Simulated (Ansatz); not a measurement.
## Ta$_{36}$N$_{17}$: single-point calculation (part 1 of 2)

System: Ta$_{36}$N$_{17}$ (defect cell, 53 atoms in the cell).
Method: DFT PBE, scalar-relativistic, plane waves, PAW, spin-polarised (Ansatz 0.2.0).

The structure derives from a Materials Project entry.

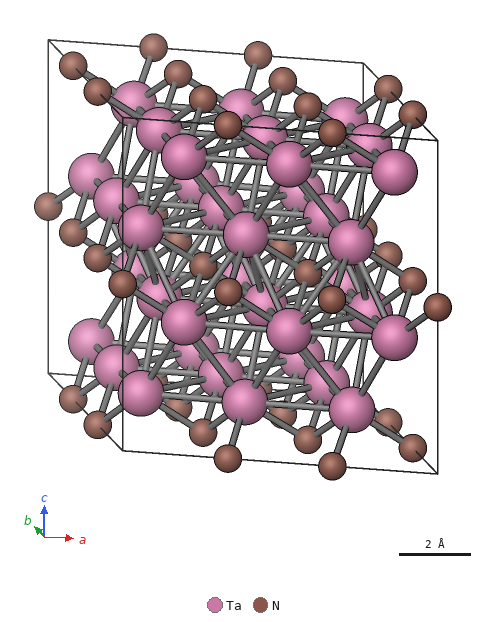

Fig. 1: The structure (ball-and-stick view of the cell of the calculation, seen slightly off an axis). An atom can appear more than once, as a periodic image. Near neighbours in the periodic cell (some may lie outside the picture): Ta has 3 N at 2.16 to 2.20 Å and 12 Ta at 2.98 to 3.17 Å; Ta has 2 N at 2.20 Å and 12 Ta at 2.98 to 3.12 Å; N has 6 Ta at 2.16 to 2.20 Å.

Input
```yaml
crystal:
  lattice:
    - [9.338585, 0.0, 0.0]
    - [-4.669292, 8.087451, 0.0]
    - [0.0, 0.0, 9.739682]
  atoms:
    - { symbol: Ta, position: [0.2216098918, 0.1110401129, 0.3752659406] }
    - { symbol: Ta, position: [0.2216914283, 0.1111458146, 0.8712747978] }
    - { symbol: Ta, position: [0.2223507409, 0.4448934607, 0.3721910171] }
    - { symbol: Ta, position: [0.2200788537, 0.4404394384, 0.8741273426] }
    - { symbol: Ta, position: [0.2223591272, 0.7779098462, 0.3721831664] }
    - { symbol: Ta, position: [0.2200711676, 0.7801893946, 0.874110966] }
    - { symbol: Ta, position: [0.5558881748, 0.1119700145, 0.3714586419] }
    - { symbol: Ta, position: [0.556144203, 0.1125679917, 0.8722532009] }
    - { symbol: Ta, position: [0.5558565096, 0.4444033662, 0.3714826396] }
    - { symbol: Ta, position: [0.5561234186, 0.4441421805, 0.8722712455] }
    - { symbol: Ta, position: [0.5553919187, 0.7779587454, 0.3721810158] }
    - { symbol: Ta, position: [0.5598576095, 0.7801835608, 0.8740951671] }
    - { symbol: Ta, position: [0.8892201887, 0.1110485546, 0.3751569851] }
    - { symbol: Ta, position: [0.889228817, 0.1110991857, 0.8713845708] }
    - { symbol: Ta, position: [0.8883065147, 0.4443841049, 0.3714056172] }
    - { symbol: Ta, position: [0.8876662146, 0.4441496858, 0.8722959416] }
    - { symbol: Ta, position: [0.8892303032, 0.7786509493, 0.3752363495] }
    - { symbol: Ta, position: [0.8892888616, 0.7787709028, 0.8713978811] }
    - { symbol: Ta, position: [0.1107429144, 0.2217806454, 0.1285266395] }
    - { symbol: Ta, position: [0.110790725, 0.2217948089, 0.6247148809] }
    - { symbol: Ta, position: [0.1122922417, 0.5564345954, 0.1276619696] }
    - { symbol: Ta, position: [0.111744632, 0.5560832873, 0.6284963421] }
    - { symbol: Ta, position: [0.1107611615, 0.8895184002, 0.1285449337] }
    - { symbol: Ta, position: [0.110846263, 0.8894189017, 0.624696889] }
    - { symbol: Ta, position: [0.4400991993, 0.2203343425, 0.1257957522] }
    - { symbol: Ta, position: [0.444718902, 0.2226083033, 0.6277125963] }
    - { symbol: Ta, position: [0.4437919486, 0.5563920207, 0.1277165403] }
    - { symbol: Ta, position: [0.4441532184, 0.5561013196, 0.6284459811] }
    - { symbol: Ta, position: [0.4438633485, 0.8879758373, 0.1276580325] }
    - { symbol: Ta, position: [0.4441625954, 0.8885866561, 0.6284597706] }
    - { symbol: Ta, position: [0.7799187384, 0.2203665953, 0.125781558] }
    - { symbol: Ta, position: [0.7777468748, 0.2225619781, 0.6277770998] }
    - { symbol: Ta, position: [0.7798981664, 0.5601052385, 0.125821489] }
    - { symbol: Ta, position: [0.7776870144, 0.5555735214, 0.6277587981] }
    - { symbol: Ta, position: [0.7784553185, 0.8895151442, 0.1285255393] }
    - { symbol: Ta, position: [0.7784566867, 0.8894600441, 0.6247346121] }
    - { symbol: "N", position: [4.6243e-06, 0.0002622204, 0.4999646691] }
    - { symbol: "N", position: [5.8164e-06, 0.3344648511, -4.19924e-05] }
    - { symbol: "N", position: [-2.1107e-06, 0.335900558, 0.499948021] }
    - { symbol: "N", position: [7.7719e-06, 0.6660881883, -3.58846e-05] }
    - { symbol: "N", position: [-1.28309e-05, 0.6645328836, 0.4999757195] }
    - { symbol: "N", position: [0.3342253901, 0.0002573185, -3.03067e-05] }
    - { symbol: "N", position: [0.3356710711, 0.0002791139, 0.4999502481] }
    - { symbol: "N", position: [0.3341756979, 0.3344546688, -2.46885e-05] }
    - { symbol: "N", position: [0.3356514052, 0.3359497387, 0.4999830022] }
    - { symbol: "N", position: [0.3333280891, 0.6669177133, -0.0016975404] }
    - { symbol: "N", position: [0.3333494962, 0.6669311173, 0.4983130657] }
    - { symbol: "N", position: [0.6658072645, 0.000239213, -7.61339e-05] }
    - { symbol: "N", position: [0.6644065905, 0.0002784049, 0.4999549214] }
    - { symbol: "N", position: [0.6666682703, 0.3336196526, 0.0016251565] }
    - { symbol: "N", position: [0.6667168868, 0.333587923, 0.5016088618] }
    - { symbol: "N", position: [0.665800749, 0.666050474, 1.5598e-06] }
    - { symbol: "N", position: [0.6643254244, 0.6646051087, 0.499965522] }
magnetization:
  spin_polarized: true
basis:
  ecutwfc: 420
  fft_grid_basis: typed
kpoints:
  mp_grid: { grid: [3, 3, 1] }
hamiltonian:
  xc: pbe
  pseudopotentials: { kind: paw }
scf:
  occupations: { method: gaussian, width: 0.05 }
  n_extra_bands: 19
output:
  forces: true
  stress: false
  eigenvalues: true
  bader: false
  write_density: false
  volumetric_format: npy
  populations: true
  band_densities:
    - { e_range: [-0.25, 0.25] }
    - { e_range: [-1.2, 0.0] }
    - { e_range: [0.0, 1.2] }
  dos:
    e_range: [-30, 8]
    de: 0.02
    method: { smearing: { sigma: 0.03, scheme: gaussian } }
    projected: { site_lists: { "N": ["N"], Ta: [Ta] } }
checkpoint:
  read: start.run
  write: ck
  compress: false
  write_wavefunctions: false
  write_every: 100000
```

Hardware: 8 threads of Arm Neoverse V2, 24 GiB of memory available, shared host.

Run as:
```bash
ansatz run input.yaml --threads 8 --pin off --max-ram 16384MiB --backend cpu --events-out ev --progress --plain --runs-dir out
```

Log
```
Warning: checkpoint.read: spin seed differs: saved 48c9ddc8ee0f…, current bb842403ecc0…; the loaded state replaces the seed-built initial guess (but the starting_ns of a DFT+U solve that opens without the state's occupation matrices), so the run may converge into the producing seed's basin, or, where the symmetry group that follows from this deck's starting moments and starting_ns does not hold the saved magnetisation, lose that magnetisation at its first build. Where atoms have moved since the state was saved, this difference can also decide whether moments are moved with them. A self-consistent run of this deck without the state starts from its starting moments and, under a DFT+U term, its starting_ns
scf.n_extra_bands = 19 over 277 filled bands (N_el = 553.0): the run solves 296 bands
Engine: ansatz 0.2.0, aarch64-unknown-linux-gnu
Pseudopotentials: kind: paw
Pseudopotential: Ta, paw, valence charge 13, recommended cutoff 420 eV (normal), Ta.paw.azcp
Pseudopotential: N, paw, valence charge 5, recommended cutoff 420 eV (normal), N.paw.azcp
Functional definition: PBE
  parameter kappa = 0.804
  parameter beta = 0.06672455060314922
  exchange = pbe_x(kappa = kappa, mu = beta*pi^2/3)
  correlation = pbe_c(beta = beta)
Crystal: 53 atoms, lattice volume = 735.593 Å³
Basis set: ecut = 420 eV, 14385 PW (Γ), exchange–correlation on 128×128×144 points (8 copies of the dense FFT grid, shifted against one another)
Bands: 296, of which v1, the nominal top of the filled ones, is band 277 counted from 1 (276 counted from 0)
Symmetry: 1 space group operations
Space group: P1 (ITA 1), of the structure as read, at distance tolerance 9.0e-5 Å
k-points: 5 of 9 (time reversal used)
Non-local potential: Ta, projectors of the file, l = 0: 3, l = 1: 2, l = 2: 2, l = 3: 1
Non-local potential: N, projectors of the file, l = 0: 2, l = 1: 2, l = 2: 1
PAW form: soft (Blöchl's): semilocal exchange-correlation on the pseudo side does not see the compensation charge
PAW one-centre angular grid: Ta, 590 points (default); XC on 64 Gauss nodes
PAW one-centre angular grid: N, 110 points (default); XC on 64 Gauss nodes
Initial density: read from a saved state, or passed on in memory by an earlier SCF of this step, an earlier step, the calling program or the single point that the run made first
Stability of the state it starts from, as read at its close in the collinear treatment: not read negative (Ritz values of 1 − χ₀K, real part plus size of imaginary part, from 0.67 to 1.1, by its mixing steps under no symmetry); its run was given moments
Initial wavefunctions: pseudopotential atomic-orbital guess
Functional: x = pbe(κ = 0.804, μ = 0.2195149727645171), c = pbe(β = 0.06672455060314922)
iter 1 solved again at ethr=6.03e-8 eV; its pass at ethr=3.10e-3 eV (dr2=3.33e-4 eV) is discarded
SCF iter   1: F=—  HF=-364130.749751 eV  |F-HF|=—  |Δ(HF+E_count)|=         —  Δρ=3.91e-7 (↑3.28e-7 ↓3.91e-7)  dr2=3.29e-9  dr2_m=4.49e-10  M=0.000 μB ∫|m|=0.000 μB  β_m=0.30  ethr=6.03e-8  ⟨swp⟩=4.4  Hψ=20353  notcnv=0
eigensolver tolerance schedule: the retry pair's looser diagonalisation over-reported the residual by 101243.53 of it (diagonalisation noise at an unbounded share of the residual, at the tolerance the schedule requests for it); recorded, not acted on — ethr = c·dr2/N_el stays at c = 1.0e-1
preconditioner: auto → Kerker (q_TF=auto, 2.602 Å⁻¹)  [metal: Δε(μ)=0.008 eV  Ē_g=6.628 eV  σ=0.050 eV  W_gap=0.09  n_scr=212 (ndim 8)  ℏωp=22.3 eV  f_vac=0.000  D(μ)=44.14/eV (n_scr^D=406)]
spin=Collinear: Kerker preconditioning applied to the charge; magnetization (m = ρ↑ − ρ↓) channel mixes plain (no charge-response kernel on spin).
SCF iter   2: F=—  HF=-364130.751330 eV  |F-HF|=—  |Δ(HF+E_count)|=   1.58e-3  Δρ=2.96e-7 (↑2.24e-7 ↓2.96e-7)  dr2=5.24e-10  dr2_m=3.50e-10  M=0.000 μB ∫|m|=0.000 μB  β_m=0.37  ethr=1.00e-12  ⟨swp⟩=9.2  Hψ=11274  notcnv=0
SCF iter   3: F=-364130.751330 eV  HF=-364130.751330 eV  |F-HF|=1.75e-10  |Δ(HF+E_count)|=  4.07e-10  Δρ=2.19e-7 (↑1.96e-7 ↓2.19e-7)  dr2=8.47e-11  dr2_m=2.69e-10  M=0.000 μB ∫|m|=0.000 μB  ethr=1.00e-12  ⟨swp⟩=1.0  Hψ=5994  notcnv=0
SCF 1 converged in 3 iterations: F = -364130.751330 eV  dr2 = 8.47e-11
  greatest PAW one-centre occupation: 0.999 electrons in one spin orbital (limit 2), on the Ta atom at site 3 (counted from 0), in its partial waves of l = 0
NSCF: frozen V_eff on 5 k-points
SCF converged after 3 iterations
Stability not told: the check came to no verdict; the value that it reports is 3.4e-1 (residual 1.3e-11): no lower mode is shown, and none is ruled out
Magnetization: 0.0003 μB (276.5002 up, 276.4998 down)
Absolute magnetization: 0.0004 μB (∫|ρ↑−ρ↓|, with the PAW one-centre terms)
Spin contamination: 0.0000 ħ² per cell (⟨S²⟩ above its minimum at these occupations)
Per-site moments (μB) at R_I (Å): [(5.5106592917905065e-6, 0.8930537177407868), (6.864336048767067e-6, 0.9068398916307954), (2.599626469948934e-6, 0.8974642814429764), (1.8517433437628628e-6, 0.8915353714248008), (2.5835333829545452e-6, 0.8972933570778399), (1.8419929478907244e-6, 0.8915606226691116), (5.527101176010606e-6, 0.8979096818921634), (3.8071728686537316e-6, 0.9007857744890171), (5.524267355273408e-6, 0.8978573043891018), (3.8146412010979104e-6, 0.9007868909383312), (2.6037499423493772e-6, 0.8975001523660647), (1.84051546285879e-6, 0.8914841666640468), (5.514410162968121e-6, 0.893204077827919), (6.9024817999574625e-6, 0.9067057134001751), (5.519540275382241e-6, 0.8979135973227924), (3.819118112239357e-6, 0.9007296103445158), (5.512592885962545e-6, 0.8931369341474664), (6.902426344889409e-6, 0.9067890290236136), (6.903928753462923e-6, 0.9068400037143511), (5.481065675207239e-6, 0.8929690228933836), (3.798872815311474e-6, 0.9007950864405214), (5.4790232393860044e-6, 0.8979572304125049), (6.912950478178882e-6, 0.9069004355866228), (5.517810589362754e-6, 0.8933492429650819), (1.8473973104663616e-6, 0.8914342758087772), (2.610599475749602e-6, 0.8973135675125726), (3.7817651782958386e-6, 0.9008931794818195), (5.514510859203671e-6, 0.8976728787918714), (3.7786709997354265e-6, 0.9007223848461288), (5.536837255026127e-6, 0.897869558489979), (1.852109783438332e-6, 0.8915572491725064), (2.582827620749717e-6, 0.8976194148765014), (1.8518184507052602e-6, 0.8914283675008441), (2.6005321384941533e-6, 0.8973842210264864), (6.847307254702185e-6, 0.9067889414050144), (5.522266929085682e-6, 0.893055964209943), (-1.944519655193432e-6, 0.8929690228933836), (-1.0674269513580298e-6, 0.8915353714248008), (-1.4675823627977743e-6, 0.8979208952049719), (-1.0661734125975612e-6, 0.8915606226691116), (-1.4694042654779517e-6, 0.8979135973227924), (-1.0613857852096763e-6, 0.8915428017446863), (-1.4690111163135181e-6, 0.897869558489979), (-1.0618460983642598e-6, 0.8914342758087772), (-1.4713236937662494e-6, 0.8976728787918714), (-1.0241663869476536e-6, 0.9021379222135211), (-1.2354192623796987e-6, 0.8972933570778399), (-1.0618148667612716e-6, 0.8914841666640468), (-1.47103144502866e-6, 0.8979096818921634), (-1.0240327102000342e-6, 0.9019644456048698), (-1.2373859149575717e-6, 0.8973135675125726), (-1.0626350563239851e-6, 0.8914283675008441), (-1.4726395093327922e-6, 0.8977698332866978)]
Free energy (F): -364130.751330 eV
Harris-Foulkes:  -364130.751330 eV  (|F-HF|=1.75e-10)
Internal energy: -364130.696158 eV  (E = F + TS)
E sigma→0 (E₀):  -364130.723744 eV
Entropy (-TS):   -0.055172 eV (-1.041 meV/atom)
Fermi energy:    19.368063 eV
--- Per-component energies (eV) ---
  E_band       = -3364.911874
  E_kinetic    = 15407.143320
  E_local      = -22641.034673  (includes V_loc(G=0)·N_el)
  E_nonlocal   = 1273.961895
  E_hartree    = 7825.837612
  E_xc         = -8899.982163
  E_vxc        = -8663.815748  (∫ρ·V_xc dr)
  E_paw        = -304439.971423  (= ΣΔE_a)
  E_vpaw       = -4392.849282  (= ΣTr[D̂ρ^β])
  E_aug_tail   = 0.007205  (compensation charges beyond the density's cutoff)
  E_ewald      = -52656.657930
  E_smearing   = -0.055172  (= −TS)
  E_closure    = 0.000000  (closes the sum)
  Σ components = -364130.751330   (vs F -364130.751330, Δ=0.00e0)
--- Forces (eV/Å), atoms counted from 1 ---
  atom   1  Ta     0.01335084     0.00889372    -0.00888490
  atom   2  Ta     0.02921985     0.01106575    -0.00629964
  atom   3  Ta    -0.00340076    -0.00852366    -0.00237676
  atom   4  Ta    -0.00169098     0.00025202    -0.00063207
  atom   5  Ta    -0.01052615     0.00612974    -0.00003430
  atom   6  Ta     0.00320425     0.00037880     0.00069404
  atom   7  Ta    -0.00152003    -0.01463399    -0.00488982
  atom   8  Ta     0.00174044     0.01002895     0.00321291
  atom   9  Ta    -0.01077360     0.00814368    -0.00617866
  atom  10  Ta     0.01253190    -0.00435403     0.00207500
  atom  11  Ta     0.00725761     0.00287326    -0.00038861
  atom  12  Ta    -0.00228964    -0.00163467     0.00364365
  atom  13  Ta    -0.01185201     0.00813457    -0.00006293
  atom  14  Ta    -0.03210585     0.01584671    -0.01511230
  atom  15  Ta     0.01200441     0.00787746     0.00133392
  atom  16  Ta    -0.00220748    -0.00479850    -0.00190032
  atom  17  Ta    -0.00166244    -0.01643195    -0.00406760
  atom  18  Ta    -0.00364840    -0.04133848    -0.01498621
  atom  19  Ta     0.00047583     0.03868535     0.01437883
  atom  20  Ta     0.00247702     0.01911060     0.00391269
  atom  21  Ta     0.00633057     0.00203493    -0.00344413
  atom  22  Ta    -0.01536491    -0.00592298     0.00096666
  atom  23  Ta     0.03357454    -0.01945676     0.01385479
  atom  24  Ta     0.00928054    -0.00609316     0.00359439
  atom  25  Ta     0.00809380     0.00183080     0.00189509
  atom  26  Ta    -0.01100084    -0.00532880     0.00244917
  atom  27  Ta    -0.00192696     0.00719730    -0.00646919
  atom  28  Ta     0.01210855    -0.00446488     0.00768007
  atom  29  Ta     0.00195394    -0.00923414    -0.00144996
  atom  30  Ta     0.00313971     0.01189636     0.00234781
  atom  31  Ta    -0.00278090    -0.00109459    -0.00031615
  atom  32  Ta     0.00175526    -0.00332576    -0.00216171
  atom  33  Ta     0.00116569    -0.00108470    -0.00052752
  atom  34  Ta    -0.00153958     0.01233994     0.00024195
  atom  35  Ta    -0.03146423    -0.02188158     0.01567690
  atom  36  Ta    -0.01599855    -0.01094713     0.00098447
  atom  37  N      0.00060589    -0.00223146     0.00012744
  atom  38  N     -0.00331675     0.00564864     0.00087117
  atom  39  N     -0.00202138     0.00648285     0.00078045
  atom  40  N      0.00153574    -0.00316438     0.00203533
  atom  41  N      0.00528771    -0.00391712    -0.00147240
  atom  42  N      0.00012691     0.00123686    -0.00316307
  atom  43  N      0.01089858    -0.00199410     0.00086068
  atom  44  N      0.00217747     0.00646188    -0.00129536
  atom  45  N      0.00717434     0.00131517    -0.00131271
  atom  46  N      0.00089763     0.00234862    -0.00099115
  atom  47  N      0.00037235    -0.00010653    -0.02071243
  atom  48  N     -0.00704710     0.00340586     0.00354969
  atom  49  N     -0.00884548    -0.00056303     0.00174439
  atom  50  N     -0.00356089    -0.00205197     0.00185297
  atom  51  N      0.00154968     0.00105989     0.02100931
  atom  52  N     -0.00572952    -0.00083766    -0.00347903
  atom  53  N      0.00198363    -0.00526380     0.00083569
  max |Σ_I F_I| component: 5.24e-7 eV/Å
--- Band table (eV; the first three rows and the last of 10) ---
```
